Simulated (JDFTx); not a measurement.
**ZrB2: 7 runs along one coordinate**

System: ZrB2 (P6/mmm, 3 atoms in the cell).
Method: Kohn-Sham DFT of a periodic cell, PBE, PseudoDojo-SR-PBE-0.5-standard, no spin polarisation (JDFTx 1.7.0 (patched build)).

The 7 runs differ only in the geometry, by an even scaling of the cell at fixed fractional positions. The structure derives from an entry of the Crystallography Open Database.

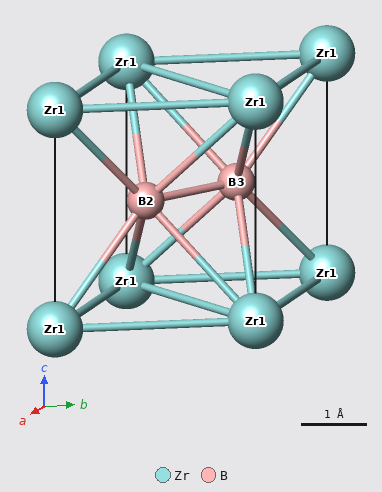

Figure 1. The structure of run 4 (ball-and-stick view of the cell of the calculation, seen slightly off an axis; atoms are numbered from 1 in the order of the input).

### Input of run 4
```
lattice \
    5.9904318151    -2.9952159075     0.0000000000 \
    0.0000000000     5.1878661315     0.0000000000 \
    0.0000000000     0.0000000000     6.6764023983
coords-type Lattice
ion Zr     0.0000000000     0.0000000000     0.0000000000 1
ion B      0.6666666667     0.3333333333     0.5000000000 1
ion B      0.3333333333     0.6666666667     0.5000000000 1

ion-species pseudo/Zr.upf
ion-species pseudo/B.upf
elec-cutoff 38
elec-ex-corr gga-PBE
kpoint-folding 10 10 8
elec-smearing Fermi 0.0018374661
elec-n-bands 15
electronic-SCF nIterations 100 energyDiffThreshold 1e-09
electronic-minimize nIterations 30 energyDiffThreshold 1e-7
forces-output-coords Cartesian

dump-name run.$VAR
dump End Ecomponents EigStats BandEigs Kpoints Forces Stress ElecDensity Dtot KEdensity
```

Command:
```bash
jdftx -c 1 -i ZrB2.in -o ZrB2.out
```

Run 2 differs from it as follows:
```diff
-    5.9904318151    -2.9952159075     0.0000000000 \
-    0.0000000000     5.1878661315     0.0000000000 \
-    0.0000000000     0.0000000000     6.6764023983
+    5.9094701092    -2.9547350545     0.0000000000 \
+    0.0000000000     5.1177512374     0.0000000000 \
+    0.0000000000     0.0000000000     6.5861696830
```

### Results, with one run withheld

| run | volume per atom (Å³) | free energy per atom, from the lowest run given (meV) | pressure (GPa) |
| --- | --- | --- | --- |
| 1 | 9.634 | 33.99 | 17.65 |
| 2 | 9.839 | ? | ? |
| 3 | 10.044 | 4.26 | 5.86 |
| 4 | 10.249 | 0.00 | 0.78 |
| 5 | 10.454 | 1.93 | −3.83 |
| 6 | 10.659 | 9.49 | −8.00 |
| 7 | 10.864 | 22.13 | −11.79 |

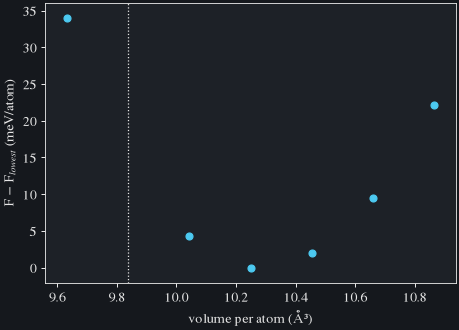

Figure 2. Free energy per atom of the runs given; the dotted line marks run 2.

Estimate the energy of run 2 from the others.

A cubic polynomial in V^(−2/3) (the Birch–Murnaghan form), fitted to the 6 runs given, misses them by under 0.01 meV per atom. With x = V^(−2/3) − 0.21119 Å⁻², it reads F = −0.065347 − 202.25 x + 3.8539e+05 x² − 76789 x³ (meV per atom). At run 2 it gives 15.35 meV per atom, and the run itself gives 15.36. The slope of the fit gives a pressure −dF/dV of 11.52 GPa there, and the run prints 11.47 GPa. The two needn't agree exactly: the fit is approximate, and the printed stress is taken on a finite basis. The fit has its minimum at 10.284 Å³ per atom, where V d²F/dV² gives 239 GPa. Cell shape and fractional positions are held, so this is the stiffness under even scaling; the relaxed bulk modulus wasn't computed.

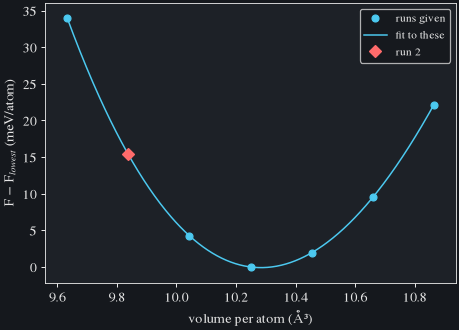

Figure 3. The fit and the withheld run.

### Some lines of the output (run 2)
```
[...]
unit cell volume = 199.187
     Etot =      -53.1724036150462638
        F =      -53.1725037967129097
	HOMO-LUMO gap: +0.007242
	Optical gap  : +0.012045 at state 32 ( [ +0.100000 +0.100000 +0.250000 ] spin 0 )
```
